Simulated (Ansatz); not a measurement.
# What a change does: single-point calculation on Ni$_{3}$Ge

System: Ni$_{3}$Ge (P4mm, 4 atoms in the cell).
Method of the first run: DFT PBEsol, scalar-relativistic, plane waves, PAW, no spin polarisation (Ansatz 0.2.0).

The structure derives from a Materials Project entry. Text and figures count atoms from 1; the logs count them from 0 in places.

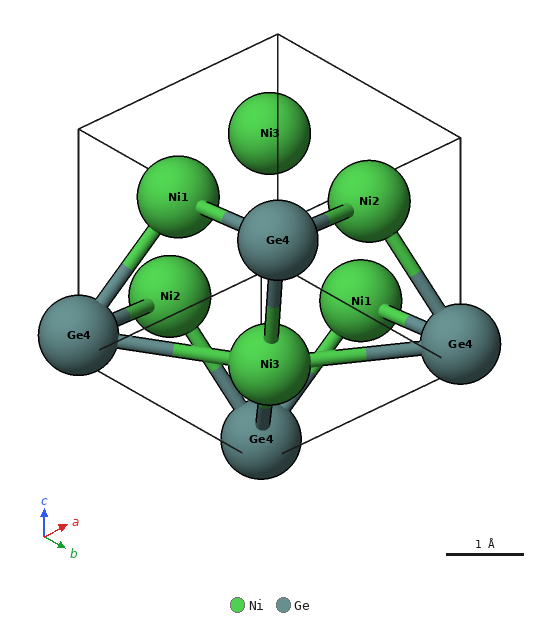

Fig. 1: The structure as given in the input (ball-and-stick view of the cell of the calculation, seen at an oblique angle; atoms are numbered from 1 in the order of the input).

Input file, the first run:
```yaml
crystal:
  lattice:
    - [3.5249142772, 0.0, 0.0]
    - [0.0, 3.5249142772, 0.0]
    - [0.0, 0.0, 3.5249142772]
  atoms:
    - { symbol: Ni, position: [0.5, 0.0, 0.5] }
    - { symbol: Ni, position: [0.0, 0.5, 0.5] }
    - { symbol: Ni, position: [0.5, 0.5, 0.0] }
    - { symbol: Ge, position: [0.0, 0.0, 0.1063855659] }
basis:
  ecutwfc: 420
kpoints:
  mp_grid: { grid: [14, 14, 14] }
hamiltonian:
  xc: pbesol
scf:
  occupations: { method: gaussian, width: 0.15 }
output:
  forces: true
  stress: true
  eigenvalues: true
```

Command:
```bash
ansatz run input.yaml --threads 1 --pin off --max-ram 2560MiB --backend cpu --events-out ev --progress --plain --runs-dir out
```

Hardware: 1 thread of Oxide Virtual Turin-like (Zen 5), 32 GiB of memory available, shared host.

Output, shortened to warnings, some set-up lines, iterations and results (the first run):
```
Basis set: ecut = 420 eV, 847 PW (Γ), exchange–correlation on 48×48×48 points (8 copies of the dense FFT grid, shifted against one another)
Symmetry: 8 space group operations
k-points: 288 of 2744 (time reversal used)
Initial density: superposition of atomic densities (neutral atoms: chi_scale 0, normalization atom), corrected by the library's trained network
[...]
SCF iter   1: F=—  HF=-21669.279347 eV  |F-HF|=—  |Δ(HF+E_count)|=         —  Δρ=2.12e-2  dr2=1.03e-1  ethr=1.77e-3  ⟨swp⟩=5.3  Hψ=37668  notcnv=0  defer=9
SCF iter   2: F=—  HF=-21669.260734 eV  |F-HF|=—  |Δ(HF+E_count)|=   1.86e-2  Δρ=5.27e-3  dr2=6.73e-3  ethr=1.52e-4  ⟨swp⟩=2.8  Hψ=23882  notcnv=0  defer=344
SCF iter   3: F=—  HF=-21669.259500 eV  |F-HF|=—  |Δ(HF+E_count)|=   1.23e-3  Δρ=1.55e-3  dr2=6.69e-4  ethr=9.89e-6  ⟨swp⟩=1.3  Hψ=12105  notcnv=0  defer=347
SCF iter   4: F=—  HF=-21669.259304 eV  |F-HF|=—  |Δ(HF+E_count)|=   1.96e-4  Δρ=2.87e-4  dr2=2.98e-5  ethr=9.83e-7  ⟨swp⟩=2.1  Hψ=17303  notcnv=0  defer=347
SCF iter   5: F=—  HF=-21669.259291 eV  |F-HF|=—  |Δ(HF+E_count)|=   1.35e-5  Δρ=2.15e-4  dr2=2.14e-5  ethr=4.38e-8  ⟨swp⟩=2.0  Hψ=18091  notcnv=0  defer=347
SCF iter   6: F=—  HF=-21669.259286 eV  |F-HF|=—  |Δ(HF+E_count)|=   4.35e-6  Δρ=5.03e-5  dr2=1.88e-6  ethr=3.15e-8  ⟨swp⟩=2.0  Hψ=14629  notcnv=0  defer=347
SCF iter   7: F=—  HF=-21669.259286 eV  |F-HF|=—  |Δ(HF+E_count)|=   2.45e-7  Δρ=1.64e-5  dr2=2.14e-7  ethr=2.76e-9  ⟨swp⟩=2.1  Hψ=15967  notcnv=0  defer=347
SCF iter   8: F=-21669.259286 eV  HF=-21669.259286 eV  |F-HF|=3.41e-9  |Δ(HF+E_count)|=   8.29e-8  Δρ=4.54e-6  dr2=7.12e-9  ethr=1.47e-10  ⟨swp⟩=7.5  Hψ=49260  notcnv=0
SCF 1 converged in 8 iterations: F = -21669.259286 eV  dr2 = 7.12e-9
SCF converged after 8 iterations
Free energy (F): -21669.259286 eV
Harris-Foulkes:  -21669.259286 eV  (|F-HF|=3.41e-9)
Internal energy: -21669.241009 eV  (E = F + TS)
E sigma→0 (E₀):  -21669.250148 eV
Entropy (-TS):   -0.018277 eV (-4.569 meV/atom)
Fermi energy:    18.639817 eV
--- Per-component energies (eV) ---
  E_band       = -836.489908
  E_kinetic    = 972.150835
  E_local      = -12284.378922  (includes V_loc(G=0)·N_el)
  E_nonlocal   = 2338.265285
  E_hartree    = 5216.849354
  E_xc         = -332.544415
  E_vxc        = -398.273177  (∫ρ·V_xc dr)
  E_paw        = -6771.859713  (= ΣΔE_a)
  E_vpaw       = -1897.947489  (= ΣTr[D̂ρ^β])
  E_aug_tail   = 0.001942  (compensation charges beyond the density's cutoff)
  E_ewald      = -10809.235178
  E_core_change = 1.509803  (= ΣΔE_core)
  E_smearing   = -0.018277  (= −TS)
  E_closure    = 0.000000  (closes the sum)
  Σ components = -21669.259286   (vs F -21669.259286, Δ=0.00e0)
--- Forces (eV/Å), atoms counted from 1 ---
  atom   1  Ni     0.00000000     0.00000000     1.70310063
  atom   2  Ni    -0.00000000     0.00000000     1.70310063
  atom   3  Ni     0.00000000     0.00000000    -0.23150364
  atom   4  Ge    -0.00000000     0.00000000    -3.17468093
  max |Σ_I F_I| component: 1.67e-5 eV/Å
--- Stress (GPa, compression-positive) ---
        8.044704       0.000000      -0.000000
        0.000000       8.044704       0.000000
        0.000000       0.000000       8.851807
  P = ⅓ Tr σ = 8.3137 GPa (83.137 kbar)
```

For the second run the input was changed thus:
```diff
-    - { symbol: Ge, position: [0.0, 0.0, 0.1063855659] }
+    - { symbol: Ge, position: [0.0, 0.0, -0.0709237106] }
```

What does this change do to the results?

With the same functional and potentials, the second run lies 78.6 meV per atom lower. The pressure goes from 8.31 to 3.66 GPa. The largest force goes from 3.175 to 1.902 eV/Å. The number of SCF iterations is the same. On the same kind of shared host the second run took about 1.4 times as long.

Output, shortened to warnings, some set-up lines, iterations and results (the second run):
```
Basis set: ecut = 420 eV, 847 PW (Γ), exchange–correlation on 48×48×48 points (8 copies of the dense FFT grid, shifted against one another)
Symmetry: 8 space group operations
k-points: 288 of 2744 (time reversal used)
Initial density: superposition of atomic densities (neutral atoms: chi_scale 0, normalization atom), corrected by the library's trained network
[...]
SCF iter   1: F=—  HF=-21669.592827 eV  |F-HF|=—  |Δ(HF+E_count)|=         —  Δρ=2.07e-2  dr2=9.80e-2  ethr=1.77e-3  ⟨swp⟩=5.3  Hψ=37543  notcnv=0  defer=18
SCF iter   2: F=—  HF=-21669.575065 eV  |F-HF|=—  |Δ(HF+E_count)|=   1.78e-2  Δρ=5.07e-3  dr2=6.26e-3  ethr=1.44e-4  ⟨swp⟩=2.6  Hψ=23246  notcnv=0  defer=279
SCF iter   3: F=—  HF=-21669.573871 eV  |F-HF|=—  |Δ(HF+E_count)|=   1.19e-3  Δρ=1.50e-3  dr2=6.61e-4  ethr=9.21e-6  ⟨swp⟩=1.4  Hψ=12568  notcnv=0  defer=283
SCF iter   4: F=—  HF=-21669.573667 eV  |F-HF|=—  |Δ(HF+E_count)|=   2.04e-4  Δρ=3.17e-4  dr2=4.36e-5  ethr=9.72e-7  ⟨swp⟩=2.0  Hψ=17396  notcnv=0  defer=283
SCF iter   5: F=—  HF=-21669.573651 eV  |F-HF|=—  |Δ(HF+E_count)|=   1.59e-5  Δρ=2.41e-4  dr2=3.15e-5  ethr=6.41e-8  ⟨swp⟩=2.3  Hψ=16466  notcnv=0  defer=283
SCF iter   6: F=—  HF=-21669.573643 eV  |F-HF|=—  |Δ(HF+E_count)|=   7.35e-6  Δρ=5.64e-5  dr2=2.29e-6  ethr=4.63e-8  ⟨swp⟩=2.0  Hψ=14813  notcnv=0  defer=283
SCF iter   7: F=—  HF=-21669.573643 eV  |F-HF|=—  |Δ(HF+E_count)|=   2.07e-7  Δρ=1.49e-5  dr2=1.48e-7  ethr=3.37e-9  ⟨swp⟩=2.0  Hψ=15554  notcnv=0  defer=283
SCF iter   8: F=-21669.573643 eV  HF=-21669.573643 eV  |F-HF|=1.80e-9  |Δ(HF+E_count)|=   5.64e-8  Δρ=4.41e-6  dr2=5.20e-9  ethr=1.47e-10  ⟨swp⟩=7.5  Hψ=49347  notcnv=0
SCF 1 converged in 8 iterations: F = -21669.573643 eV  dr2 = 5.20e-9
SCF converged after 8 iterations
Free energy (F): -21669.573643 eV
Harris-Foulkes:  -21669.573643 eV  (|F-HF|=1.80e-9)
Internal energy: -21669.553646 eV  (E = F + TS)
E sigma→0 (E₀):  -21669.563644 eV
Entropy (-TS):   -0.019997 eV (-4.999 meV/atom)
Fermi energy:    18.663148 eV
--- Per-component energies (eV) ---
  E_band       = -834.214937
  E_kinetic    = 970.649455
  E_local      = -12206.430392  (includes V_loc(G=0)·N_el)
  E_nonlocal   = 2337.523281
  E_hartree    = 5179.540361
  E_xc         = -332.099702
  E_vxc        = -397.707405  (∫ρ·V_xc dr)
  E_paw        = -6771.503974  (= ΣΔE_a)
  E_vpaw       = -1897.326985  (= ΣTr[D̂ρ^β])
  E_aug_tail   = 0.001878  (compensation charges beyond the density's cutoff)
  E_ewald      = -10848.744355
  E_core_change = 1.509803  (= ΣΔE_core)
  E_smearing   = -0.019997  (= −TS)
  E_closure    = -0.000000  (closes the sum)
  Σ components = -21669.573643   (vs F -21669.573643, Δ=0.00e0)
--- Forces (eV/Å), atoms counted from 1 ---
  atom   1  Ni    -0.00000000     0.00000000    -1.04086771
  atom   2  Ni     0.00000000     0.00000000    -1.04086771
  atom   3  Ni    -0.00000000     0.00000000     0.17966834
  atom   4  Ge     0.00000000     0.00000000     1.90205515
  max |Σ_I F_I| component: 1.19e-5 eV/Å
--- Stress (GPa, compression-positive) ---
        3.399949       0.000000      -0.000000
        0.000000       3.399949       0.000000
       -0.000000       0.000000       4.182142
  P = ⅓ Tr σ = 3.6607 GPa (36.607 kbar)
```

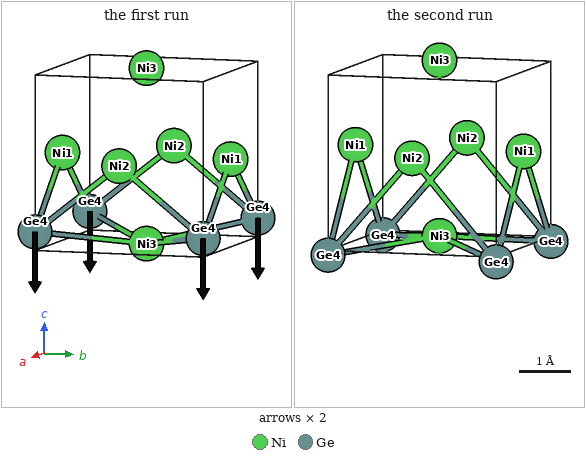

Fig. 2: The two input geometries at one scale (ball-and-stick view of the cell of the calculation, seen slightly off an axis). The black arrows on the first give the shifts of the atoms relative to the cell, magnified 2 times. The atom that moves furthest is Ge4 (0.63 Å). Ni stays in place. The cell stays as it was. Among the contacts that change: Ni1–Ge4 2.770 → 2.322 Å, Ni3–Ge4 2.521 → 2.505 Å.

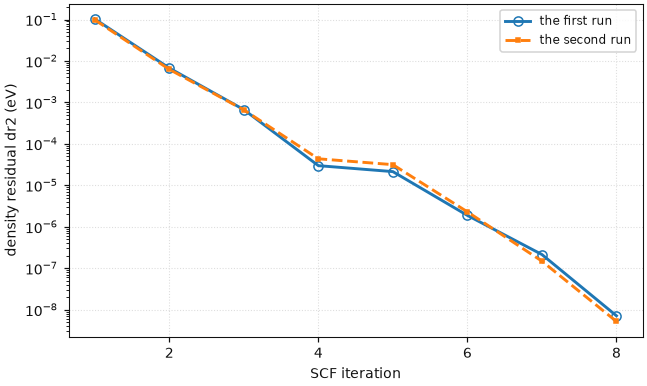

Fig. 3: Convergence of the two runs: density residual dr2 against the SCF iteration. The first run takes 8 iterations in all, and the second run takes 8.

The two runs side by side:

```csv
quantity,the first run,the second run
outcome,converged,converged
free energy per atom (eV),−5417.3148,−5417.3934
"energy per atom, smearing taken to zero (eV)",−5417.3125,−5417.3909
gap on the mesh (eV),0.00,0.00
pressure (GPa),8.31,3.66
largest force (eV/Å),3.175,1.902
SCF iterations,8,8
irreducible k-points,288,288
plane waves at Γ,847,847
wall time (shared host),32 s,46 s
```

For both runs: The run has no spin polarisation, so a magnetic state may lie lower. For the first run: The cell is under a pressure of 8.3 GPa at this level, so it is not at its equilibrium volume.
